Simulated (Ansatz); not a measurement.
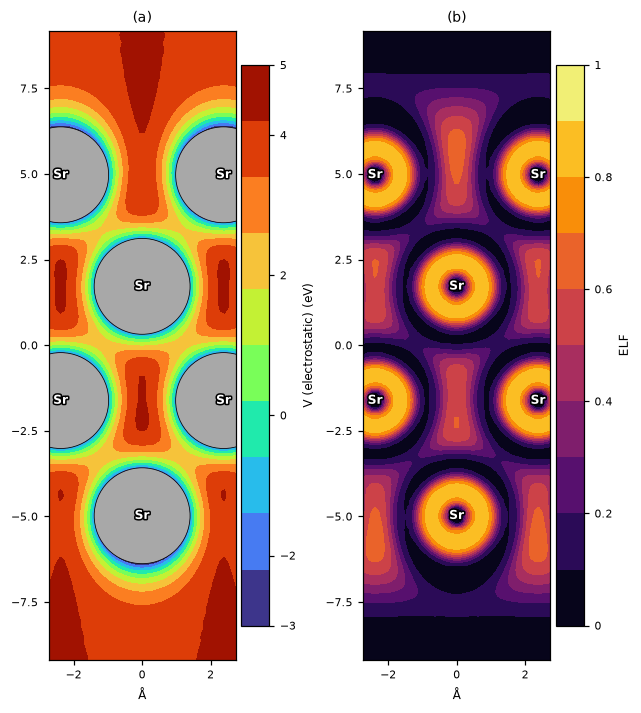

Figure. Sr (slab). (a) electrostatic potential (local pseudopotential plus Hartree) felt by an electron; (b) ELF on the (100) plane of the calculation cell, a cut from vacuum to vacuum. Grey discs cover the atomic cores in the potential map.

These are results of DFT PBE, scalar-relativistic, plane waves, PAW (Ansatz 0.2.0), not measurements.

### What do the fields say about this system?

- The plane passes through Sr nuclei.
- Sr–Sr (4.03 Å): the ELF is about 0.20 at the midpoint: no shared electron pair shows on this line.
- Sr–Sr (4.12 Å): the ELF is about 0.20 at the midpoint: no localised pair shows between them.
- The features right at Sr lie inside the PAW spheres, where the map follows smoothed inner orbitals and isn't to be read closely.
- Outside the cores the potential energy rises away from the atoms and is highest in the vacuum; its zero is arbitrary.

### Does the calculation give a band gap?

It is gapless in this calculation (a metal or semimetal).
